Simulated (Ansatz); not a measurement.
**Al₄₇ScN₄₈ (charge −1): single-point calculation (part 1 of 2)**

The run: single-point calculation of Al₄₇ScN₄₈ (defect cell, 96 atoms in the cell, total charge −1). Method and program: DFT, HSE06, PAW, plane waves (Ansatz 0.2.0).

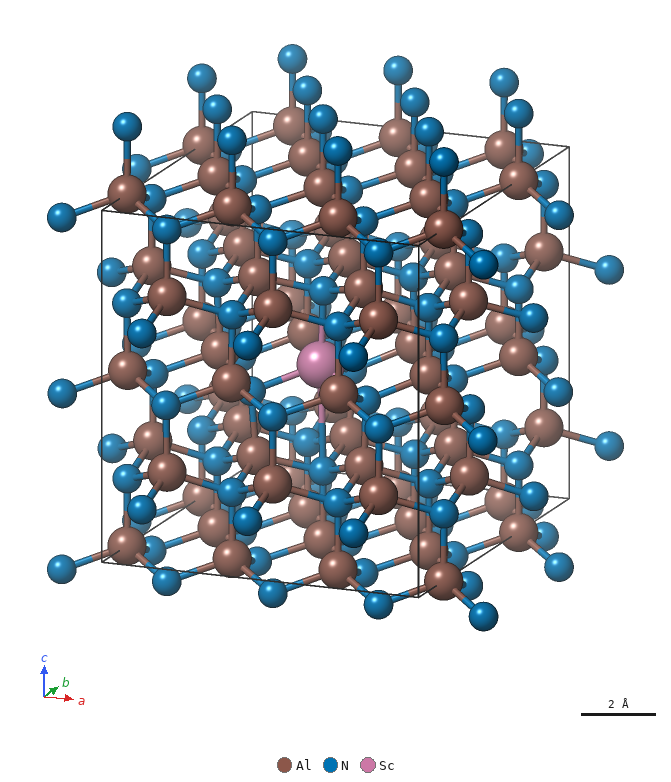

Figure 1. The structure (ball-and-stick view of the cell of the calculation, seen slightly off an axis; bonded neighbours outside the cell are drawn too).

Results in brief

- outcome: converged
- electrons treated: 393
- free energy: −45972.4099 eV
- Fermi energy: 11.875 eV
- net moment of the cell: 1.00 μB
- largest force (length of the vector): 0.329 eV/Å
- hardware: 7 threads of Arm Neoverse-V2, 28 GiB of memory available, shared host
- wall time: 19 min (CPU time 1.5 h)
- peak memory: 5.7 GiB

Remarks

The program warns: the state was not tested for a lower one. The k-point mesh is coarse for a cell of this size, so the results may not be converged.

Input
```yaml
crystal:
  lattice:
    - [9.341448, 0.000000, 0.000000]
    - [0.000000, 10.786575, 0.000000]
    - [0.000000, 0.000000, 9.967057]
  atoms:
    - { symbol: Al, position: [0.166877, 0.082174, 0.249718] }
    - { symbol: Al, position: [0.166290, 0.083318, 0.748367] }
    - { symbol: Al, position: [0.001780, 0.334317, 0.251554] }
    - { symbol: Al, position: [0.999412, 0.332837, 0.749303] }
    - { symbol: Al, position: [0.500217, 0.082395, 0.249440] }
    - { symbol: Al, position: [0.500563, 0.083361, 0.747924] }
    - { symbol: Al, position: [0.330281, 0.329950, 0.243392] }
    - { symbol: Al, position: [0.333241, 0.333935, 0.751209] }
    - { symbol: Al, position: [0.165931, 0.583672, 0.246908] }
    - { symbol: Al, position: [0.167049, 0.582981, 0.748643] }
    - { symbol: Al, position: [0.000024, 0.832653, 0.248808] }
    - { symbol: Al, position: [0.000424, 0.832580, 0.748724] }
    - { symbol: Al, position: [0.834376, 0.083264, 0.249924] }
    - { symbol: Al, position: [0.834272, 0.082760, 0.748988] }
    - { symbol: Al, position: [0.669649, 0.331716, 0.248739] }
    - { symbol: Al, position: [0.668372, 0.332191, 0.751771] }
    - { symbol: Al, position: [0.501271, 0.587584, 0.243033] }
    - { symbol: Al, position: [0.498731, 0.583058, 0.750935] }
    - { symbol: Al, position: [0.333020, 0.831999, 0.250718] }
    - { symbol: Al, position: [0.333271, 0.834567, 0.749289] }
    - { symbol: Al, position: [0.833570, 0.583387, 0.248963] }
    - { symbol: Al, position: [0.833148, 0.582610, 0.747431] }
    - { symbol: Al, position: [0.667915, 0.833605, 0.249074] }
    - { symbol: Al, position: [0.666566, 0.833441, 0.748201] }
    - { symbol: Al, position: [0.001648, 0.168294, 0.498363] }
    - { symbol: Al, position: [0.000309, 0.166663, 0.999906] }
    - { symbol: Al, position: [0.331332, 0.162343, 0.497764] }
    - { symbol: Al, position: [0.333463, 0.164736, 0.997592] }
    - { symbol: Al, position: [0.174586, 0.419846, 0.501526] }
    - { symbol: Al, position: [0.165739, 0.416631, 0.997406] }
    - { symbol: Al, position: [0.999333, 0.666172, 0.497657] }
    - { symbol: Al, position: [0.999634, 0.666346, 0.997843] }
    - { symbol: Al, position: [0.669420, 0.165042, 0.498833] }
    - { symbol: Al, position: [0.667420, 0.165413, 0.999427] }
    - { symbol: Al, position: [0.500773, 0.416261, 0.998375] }
    - { symbol: Al, position: [0.333113, 0.660672, 0.501372] }
    - { symbol: Al, position: [0.332540, 0.667688, 0.997227] }
    - { symbol: Al, position: [0.166054, 0.914276, 0.499182] }
    - { symbol: Al, position: [0.166644, 0.916493, 0.999257] }
    - { symbol: Al, position: [0.836230, 0.415245, 0.498815] }
    - { symbol: Al, position: [0.834520, 0.416510, 0.999822] }
    - { symbol: Al, position: [0.668841, 0.670448, 0.497544] }
    - { symbol: Al, position: [0.668351, 0.667363, 0.997255] }
    - { symbol: Al, position: [0.499590, 0.914832, 0.498268] }
    - { symbol: Al, position: [0.500347, 0.916494, 0.999431] }
    - { symbol: Al, position: [0.835546, 0.917501, 0.499362] }
    - { symbol: Al, position: [0.833931, 0.916443, 0.998700] }
    - { symbol: N, position: [0.000873, 0.167100, 0.190900] }
    - { symbol: N, position: [0.000075, 0.166423, 0.689719] }
    - { symbol: N, position: [0.333586, 0.162797, 0.186741] }
    - { symbol: N, position: [0.333288, 0.166540, 0.689828] }
    - { symbol: N, position: [0.165808, 0.417391, 0.186795] }
    - { symbol: N, position: [0.165290, 0.415861, 0.693965] }
    - { symbol: N, position: [0.999053, 0.666970, 0.187763] }
    - { symbol: N, position: [0.999982, 0.666345, 0.689033] }
    - { symbol: N, position: [0.667003, 0.164675, 0.189441] }
    - { symbol: N, position: [0.667882, 0.165757, 0.690527] }
    - { symbol: N, position: [0.500423, 0.416549, 0.192684] }
    - { symbol: N, position: [0.502251, 0.415335, 0.705009] }
    - { symbol: N, position: [0.331715, 0.667413, 0.186566] }
    - { symbol: N, position: [0.332887, 0.668765, 0.693860] }
    - { symbol: N, position: [0.166535, 0.915852, 0.189870] }
    - { symbol: N, position: [0.166134, 0.916702, 0.690181] }
    - { symbol: N, position: [0.835078, 0.417163, 0.189820] }
    - { symbol: N, position: [0.833408, 0.416112, 0.690328] }
    - { symbol: N, position: [0.670011, 0.668381, 0.186340] }
    - { symbol: N, position: [0.666133, 0.666751, 0.689510] }
    - { symbol: N, position: [0.500229, 0.915522, 0.190458] }
    - { symbol: N, position: [0.500203, 0.916725, 0.689396] }
    - { symbol: N, position: [0.834265, 0.917044, 0.189260] }
    - { symbol: N, position: [0.834017, 0.916193, 0.690314] }
    - { symbol: N, position: [0.164931, 0.079353, 0.440187] }
    - { symbol: N, position: [0.165959, 0.082713, 0.939233] }
    - { symbol: N, position: [0.004274, 0.335418, 0.441907] }
    - { symbol: N, position: [0.999448, 0.332294, 0.940078] }
    - { symbol: N, position: [0.500897, 0.081807, 0.440355] }
    - { symbol: N, position: [0.500856, 0.082667, 0.938872] }
    - { symbol: N, position: [0.319149, 0.320163, 0.428855] }
    - { symbol: N, position: [0.332805, 0.332002, 0.942846] }
    - { symbol: N, position: [0.162907, 0.585501, 0.435755] }
    - { symbol: N, position: [0.166253, 0.583523, 0.939199] }
    - { symbol: N, position: [0.999355, 0.832403, 0.439551] }
    - { symbol: N, position: [0.000267, 0.833031, 0.939404] }
    - { symbol: N, position: [0.836355, 0.082259, 0.440207] }
    - { symbol: N, position: [0.834314, 0.082799, 0.939948] }
    - { symbol: N, position: [0.679556, 0.326360, 0.436370] }
    - { symbol: N, position: [0.668766, 0.331979, 0.943433] }
    - { symbol: N, position: [0.504328, 0.601916, 0.428480] }
    - { symbol: N, position: [0.500504, 0.584437, 0.942591] }
    - { symbol: N, position: [0.331949, 0.831967, 0.441414] }
    - { symbol: N, position: [0.333544, 0.834872, 0.940077] }
    - { symbol: N, position: [0.832928, 0.583091, 0.440018] }
    - { symbol: N, position: [0.833730, 0.582678, 0.938114] }
    - { symbol: N, position: [0.669717, 0.836705, 0.439737] }
    - { symbol: N, position: [0.667091, 0.834021, 0.938899] }
    - { symbol: Sc, position: [0.490831, 0.422001, 0.492745], spin: 1 }
  symmetry: { detect: false }
kpoints:
  mp_grid: { grid: [1, 1, 1], shift: [0.25, 0.25, 0.25] }
hamiltonian:
  xc: hse06
total_charge: -1
magnetization:
  spin_polarized: true
scf:
  occupations: { method: fermi_dirac, width: 0.01 }
output:
  forces: true
  eigenvalues: true
  populations: true
  charged_corrections: { epsilon: 8.5 }
  eigenstates: { kpoints: [[0.25, 0.25, 0.25]], e_range: [-6.0, 6.0], localisation: true }
```

Launch command:
```bash
ansatz run in.yaml --threads 7 --pin off --max-ram 26600MiB --runs-dir r --events-out ev --progress --plain
```

The program's output
```
Pseudopotentials: kind: paw
Functional definition: HSE06
  parameter a = 0.25
  parameter omega = 0.11/bohr
  exchange = pbe_x - a*pbe_x_sr(omega) + a*exact_x_sr(omega)
  correlation = pbe_c
Crystal: 96 atoms, lattice volume = 1004.303 Å³
Basis set: ecut = 420 eV, 19611 PW (Γ), exchange–correlation on 128×150×144 points (8 copies of the dense FFT grid, shifted against one another)
Bands: 293, of which v1, the nominal top of the filled ones, is band 197 counted from 1 (196 counted from 0)
Symmetry: 1 space group operations
k-points: 1
Non-local potential: Al, projectors of the file, l = 0: 2, l = 1: 2, l = 2: 1
Non-local potential: N, projectors of the file, l = 0: 2, l = 1: 2, l = 2: 1
Non-local potential: Sc, projectors of the file, l = 0: 3, l = 1: 2, l = 2: 3, l = 3: 1
PAW form: soft (Blöchl's): semilocal exchange-correlation on the pseudo side does not see the compensation charge
PAW frozen core: Al, regenerated for the run's functional, and the local potential with it (the file was generated under x = pbe(κ = 0.804, μ = 0.2195149727645171), c = pbe(β = 0.06672455060314922))
PAW frozen core: N, regenerated for the run's functional, and the local potential with it (the file was generated under x = pbe(κ = 0.804, μ = 0.2195149727645171), c = pbe(β = 0.06672455060314922))
PAW frozen core: Sc, regenerated for the run's functional, and the local potential with it (the file was generated under x = pbe(κ = 0.804, μ = 0.2195149727645171), c = pbe(β = 0.06672455060314922))
PAW one-centre angular grid: Al, 110 points (default); XC on 64 Gauss nodes
PAW one-centre angular grid: N, 110 points (default); XC on 64 Gauss nodes
PAW one-centre angular grid: Sc, 590 points (default); XC on 64 Gauss nodes
Initial density: superposition of atomic densities (chi_scale 0.1, normalization cell, long waves kept (reshape's long-wave potential 0.31 eV rms))
Starting moments: Σ|m| = 1 μB on 1 of 96 sites
Initial wavefunctions: pseudopotential atomic-orbital guess
Functional: x = pbe(κ = 0.804, μ = 0.2195149727645171), c = pbe(β = 0.06672455060314922), warm-up for x = pbe(κ = 0.804, μ = 0.2195149727645171) + 0.25 (exact − pbe) at short range (hse, ω = 0.20786987370883472 Å⁻¹), c = pbe(β = 0.06672455060314922); HSE06 as pw.x's `hse` composes it (authors' and Libxc's form: `xc: wpbeh`)
iter 1 solved again at ethr=6.03e-2 eV; its pass at ethr=1.00e-1 eV (dr2=2.37e2 eV) is discarded
SCF iter   1: F=—  HF=-46018.811440 eV  |F-HF|=—  |Δ(HF+E_count)|=         —  Δρ=6.81e-2 (↑6.80e-2 ↓6.81e-2)  dr2=2.37e2  dr2_m=1.27e-1  M=1.000 μB ∫|m|=1.095 μB  β_m=0.30  ethr=6.03e-2  ⟨swp⟩=2.0  Hψ=3315  notcnv=0
preconditioner: auto → none  [insulator: Δε(μ)=0.035 eV  Ē_g=13.912 eV  σ=0.010 eV  W_gap=0.71  n_scr=224 (ndim 8)  ℏωp=23.0 eV  f_vac=0.000  D(μ)=24.82/eV (n_scr^D=162)]
iter 2 solved again at ethr=5.94e-3 eV; its pass at ethr=6.03e-2 eV (dr2=2.33e1 eV) is discarded
SCF iter   2: F=—  HF=-45953.687498 eV  |F-HF|=—  |Δ(HF+E_count)|=    6.51e1  Δρ=2.47e-2 (↑2.47e-2 ↓2.27e-2)  dr2=2.07e1  dr2_m=4.43e-1  M=0.995 μB ∫|m|=1.026 μB  β_m=0.30  ethr=5.94e-3  ⟨swp⟩=8.0  Hψ=2949  notcnv=0
eigensolver tolerance schedule: the retry pair's looser diagonalisation over-reported the residual by 0.13 of it (diagonalisation noise at 0.14 of the residual, at the tolerance the schedule requests for it); recorded, not acted on — ethr = c·dr2/N_el stays at c = 1.0e-1
SCF iter   3: F=—  HF=-45950.368961 eV  |F-HF|=—  |Δ(HF+E_count)|=    3.32e0  Δρ=1.64e-2 (↑1.57e-2 ↓1.64e-2)  dr2=5.09e0  dr2_m=1.32e-1  M=1.000 μB ∫|m|=1.233 μB  β_m=0.30  ethr=5.26e-3  ⟨swp⟩=4.5  Hψ=1444  notcnv=0
SCF iter   4: F=—  HF=-45950.087030 eV  |F-HF|=—  |Δ(HF+E_count)|=   2.82e-1  Δρ=1.11e-2 (↑1.11e-2 ↓1.04e-2)  dr2=2.04e0  dr2_m=1.21e-1  M=1.000 μB ∫|m|=1.092 μB  β_m=0.30  ethr=1.29e-3  ⟨swp⟩=8.0  Hψ=1354  notcnv=0  defer=2
SCF iter   5: F=—  HF=-45949.969508 eV  |F-HF|=—  |Δ(HF+E_count)|=   1.18e-1  Δρ=2.54e-3 (↑2.45e-3 ↓2.54e-3)  dr2=2.80e-2  dr2_m=5.11e-2  M=1.000 μB ∫|m|=1.071 μB  β_m=0.30  ethr=5.18e-4  ⟨swp⟩=13.0  Hψ=1375  notcnv=0  defer=12
SCF iter   6: F=—  HF=-45950.001661 eV  |F-HF|=—  |Δ(HF+E_count)|=   3.22e-2  Δρ=1.82e-3 (↑1.79e-3 ↓1.82e-3)  dr2=3.72e-3  dr2_m=2.81e-2  M=1.000 μB ∫|m|=1.050 μB  β_m=0.30  ethr=7.12e-6  ⟨swp⟩=10.5  Hψ=2159  notcnv=0  defer=23
SCF iter   7: F=—  HF=-45950.018872 eV  |F-HF|=—  |Δ(HF+E_count)|=   1.72e-2  Δρ=1.35e-3 (↑1.35e-3 ↓1.30e-3)  dr2=1.14e-3  dr2_m=1.55e-2  M=1.000 μB ∫|m|=1.051 μB  β_m=0.30  ethr=9.47e-7  ⟨swp⟩=6.5  Hψ=1664  notcnv=0  defer=21
Mixer restart at iter 7: flushing history
spin-set hold released at iteration 7 (site moments contracting): the magnetisation degrees of freedom join the quasi-Newton model from the next iteration; the mixer history was flushed
SCF iter   8: F=—  HF=-45950.028613 eV  |F-HF|=—  |Δ(HF+E_count)|=   9.74e-3  Δρ=1.00e-3 (↑1.00e-3 ↓9.49e-4)  dr2=5.67e-4  dr2_m=8.43e-3  M=1.000 μB ∫|m|=1.051 μB  β_m=0.65  ethr=2.89e-7  ⟨swp⟩=6.5  Hψ=1340  notcnv=0  defer=16
SCF iter   9: F=—  HF=-45950.042573 eV  |F-HF|=—  |Δ(HF+E_count)|=   1.40e-2  Δρ=2.05e-4 (↑2.05e-4 ↓1.92e-4)  dr2=3.48e-3  dr2_m=4.30e-5  M=1.000 μB ∫|m|=1.056 μB  β_m=0.48  ethr=1.44e-7  ⟨swp⟩=7.0  Hψ=2195  notcnv=0  defer=12
SCF iter  10: F=—  HF=-45950.041863 eV  |F-HF|=—  |Δ(HF+E_count)|=   7.10e-4  Δρ=7.20e-5 (↑7.20e-5 ↓4.82e-5)  dr2=6.52e-5  dr2_m=2.46e-5  M=1.000 μB ∫|m|=1.056 μB  β_m=0.53  ethr=1.44e-7  ⟨swp⟩=6.0  Hψ=1670  notcnv=0  defer=7
SCF iter  11: F=-45950.041907 eV  HF=-45950.041919 eV  |F-HF|=1.21e-5  |Δ(HF+E_count)|=   5.56e-5  Δρ=4.58e-5 (↑4.58e-5 ↓3.07e-5)  dr2=4.00e-5  dr2_m=8.01e-6  M=1.000 μB ∫|m|=1.056 μB  ethr=1.66e-8  ⟨swp⟩=5.5  Hψ=1192  notcnv=0  defer=2
SCF 1 stopped early in 11 iterations: F = -45950.041907 eV  dr2 = 4.00e-5
  greatest PAW one-centre occupation: 0.998 electrons in one spin orbital (limit 2), on the Sc atom at site 95 (counted from 0), in its partial waves of l = 0
Initial density: handed on by an earlier stage of this run
Starting moments: Σ|m| = 1 μB on 1 of 96 sites; this step starts from the density that it was given
Initial wavefunctions: those handed on with the density
Functional: x = pbe(κ = 0.804, μ = 0.2195149727645171) + 0.25 (exact − pbe) at short range (hse, ω = 0.20786987370883472 Å⁻¹), c = pbe(β = 0.06672455060314922); HSE06 as pw.x's `hse` composes it (authors' and Libxc's form: `xc: wpbeh`)
Exchange kernel: α = 0.2500, screened, ω = 0.2079 Å⁻¹, Wigner–Seitz truncation, v(0) = 904.2111 eV·Å³, q-mesh 1×1×1, nearest image of the exchange supercell L = 9.34 Å, pair-density grid 45×54×48, without the augmentation charges, whose exchange is taken in its separable form (sized by the pseudopotential files, 64×75×72 at the most)
Frozen-core exchange: fock
SCF iter   1: F=—  HF=-45972.383994 eV  |F-HF|=—  |Δ(HF+E_count)|=         —  Δρ=3.39e-3 (↑3.39e-3 ↓3.27e-3)  dr2=2.89e-1  dr2_m=9.08e-4  M=1.000 μB ∫|m|=1.074 μB  β_m=0.30  ethr=1.02e-7  ⟨swp⟩=20.0  Hψ=4479  notcnv=7
preconditioner: auto → none  [insulator: Δε(μ)=1.401 eV  Ē_g=15.005 eV  σ=0.010 eV  W_gap=1.00  n_scr=224 (ndim 8)  ℏωp=23.0 eV  f_vac=0.000  D(μ)=0.00/eV (n_scr^D=0)]
SCF iter   2: F=—  HF=-45972.454929 eV  |F-HF|=—  |Δ(HF+E_count)|=   7.09e-2  Δρ=2.44e-3 (↑2.44e-3 ↓2.39e-3)  dr2=1.15e-1  dr2_m=6.41e-4  M=1.000 μB ∫|m|=1.069 μB  β_m=0.46  ethr=1.02e-7  ⟨swp⟩=7.0  Hψ=2568  notcnv=0
SCF iter   3: F=—  HF=-45972.414289 eV  |F-HF|=—  |Δ(HF+E_count)|=   4.06e-2  Δρ=8.49e-4 (↑8.49e-4 ↓7.60e-4)  dr2=1.31e-2  dr2_m=2.94e-4  M=1.000 μB ∫|m|=1.069 μB  β_m=0.55  ethr=1.02e-7  ⟨swp⟩=6.5  Hψ=2366  notcnv=0
SCF iter   4: F=—  HF=-45972.412216 eV  |F-HF|=—  |Δ(HF+E_count)|=   2.07e-3  Δρ=2.97e-4 (↑2.89e-4 ↓2.97e-4)  dr2=5.00e-3  dr2_m=1.33e-5  M=1.000 μB ∫|m|=1.068 μB  β_m=0.49  ethr=1.02e-7  ⟨swp⟩=5.0  Hψ=2254  notcnv=0
SCF iter   5: F=—  HF=-45972.410475 eV  |F-HF|=—  |Δ(HF+E_count)|=   1.74e-3  Δρ=6.34e-5 (↑4.86e-5 ↓6.34e-5)  dr2=1.62e-4  dr2_m=6.00e-6  M=1.000 μB ∫|m|=1.068 μB  β_m=0.54  ethr=1.02e-7  ⟨swp⟩=5.0  Hψ=1743  notcnv=0
SCF iter   6: F=-45972.410419 eV  HF=-45972.410457 eV  |F-HF|=3.79e-5  |Δ(HF+E_count)|=   1.87e-5  Δρ=3.85e-5 (↑3.85e-5 ↓2.31e-5)  dr2=4.75e-5  dr2_m=2.72e-6  M=1.000 μB ∫|m|=1.068 μB  ethr=3.92e-8  ⟨swp⟩=6.0  Hψ=1277  notcnv=0  defer=7
SCF 2 stopped early in 6 iterations: F = -45972.410419 eV  dr2 = 4.75e-5
  Residual-converged pass: ⟨swp⟩=3.5  Hψ=1373  notcnv=0  max |occ|·‖R‖ = 5.3e-6 eV (tolerance 6.7e-6 eV)  dr2=4.84e-5  dr2_m=2.73e-6  dr2_onsite=2.83e-6  max |Δocc| = 0.0e0
hybrid outer 1: dexx = +1.513e-1 eV, tail = 1.82e-4 eV
SCF iter   1: F=—  HF=-45972.409875 eV  |F-HF|=—  |Δ(HF+E_count)|=         —  Δρ=2.10e-5 (↑2.10e-5 ↓1.32e-5)  dr2=1.29e-5  dr2_m=7.80e-7  M=1.000 μB ∫|m|=1.068 μB  β_m=0.30  ethr=2.32e-7  ⟨swp⟩=14.5  Hψ=1516  notcnv=0
preconditioner: auto → none  [insulator: Δε(μ)=1.552 eV  Ē_g=15.002 eV  σ=0.010 eV  W_gap=1.00  n_scr=224 (ndim 8)  ℏωp=23.0 eV  f_vac=0.000  D(μ)=0.00/eV (n_scr^D=0)]
SCF iter   2: F=—  HF=-45972.409876 eV  |F-HF|=—  |Δ(HF+E_count)|=   8.97e-7  Δρ=9.95e-6 (↑9.01e-6 ↓9.95e-6)  dr2=1.68e-6  dr2_m=2.17e-7  M=1.000 μB ∫|m|=1.068 μB  β_m=0.32  ethr=3.21e-9  ⟨swp⟩=6.5  Hψ=1364  notcnv=0  defer=10
SCF iter   3: F=—  HF=-45972.409877 eV  |F-HF|=—  |Δ(HF+E_count)|=   9.22e-7  Δρ=7.54e-6 (↑6.02e-6 ↓7.54e-6)  dr2=7.85e-7  dr2_m=8.67e-8  M=1.000 μB ∫|m|=1.068 μB  β_m=0.48  ethr=3.80e-10  ⟨swp⟩=7.0  Hψ=1246  notcnv=0  defer=18
SCF iter   4: F=—  HF=-45972.409877 eV  |F-HF|=—  |Δ(HF+E_count)|=   1.30e-7  Δρ=3.59e-6 (↑3.59e-6 ↓2.76e-6)  dr2=1.98e-7  dr2_m=2.78e-8  M=1.000 μB ∫|m|=1.068 μB  β_m=0.53  ethr=1.96e-10  ⟨swp⟩=6.5  Hψ=1280  notcnv=0  defer=19
SCF iter   5: F=—  HF=-45972.409877 eV  |F-HF|=—  |Δ(HF+E_count)|=   2.76e-8  Δρ=1.52e-6 (↑1.52e-6 ↓6.83e-7)  dr2=5.65e-8  dr2_m=5.52e-9  M=1.000 μB ∫|m|=1.068 μB  β_m=0.55  ethr=4.83e-11  ⟨swp⟩=6.5  Hψ=1370  notcnv=0  defer=25
SCF iter   6: F=—  HF=-45972.409877 eV  |F-HF|=—  |Δ(HF+E_count)|=   7.35e-9  Δρ=4.13e-7 (↑4.13e-7 ↓3.43e-7)  dr2=2.34e-9  dr2_m=8.66e-10  M=1.000 μB ∫|m|=1.068 μB  β_m=0.60  ethr=1.37e-11  ⟨swp⟩=6.5  Hψ=1262  notcnv=0  defer=24
SCF iter   7: F=—  HF=-45972.409877 eV  |F-HF|=—  |Δ(HF+E_count)|=  3.71e-10  Δρ=1.82e-7 (↑1.82e-7 ↓1.77e-7)  dr2=5.17e-10  dr2_m=2.04e-10  M=1.000 μB ∫|m|=1.068 μB  β_m=0.68  ethr=2.99e-12 (applied; sched 1.00e-12)  ⟨swp⟩=9.5  Hψ=1032  notcnv=0
SCF iter   8: F=-45972.409877 eV  HF=-45972.409877 eV  |F-HF|=1.82e-10  |Δ(HF+E_count)|=  1.82e-10  Δρ=8.27e-8 (↑8.27e-8 ↓7.33e-8)  dr2=2.16e-10  dr2_m=3.62e-11  M=1.000 μB ∫|m|=1.068 μB  ethr=2.91e-12 (applied; sched 1.00e-12)  ⟨swp⟩=8.5  Hψ=1008  notcnv=0
SCF 3 converged in 8 iterations: F = -45972.409877 eV  dr2 = 2.16e-10
  Residual-converged pass: ⟨swp⟩=3.0  Hψ=1154  notcnv=0  max |occ|·‖R‖ = 2.2e-7 eV (tolerance 2.7e-7 eV)  dr2=2.62e-10  dr2_m=4.49e-11  dr2_onsite=1.60e-11  max |Δocc| = 0.0e0
```
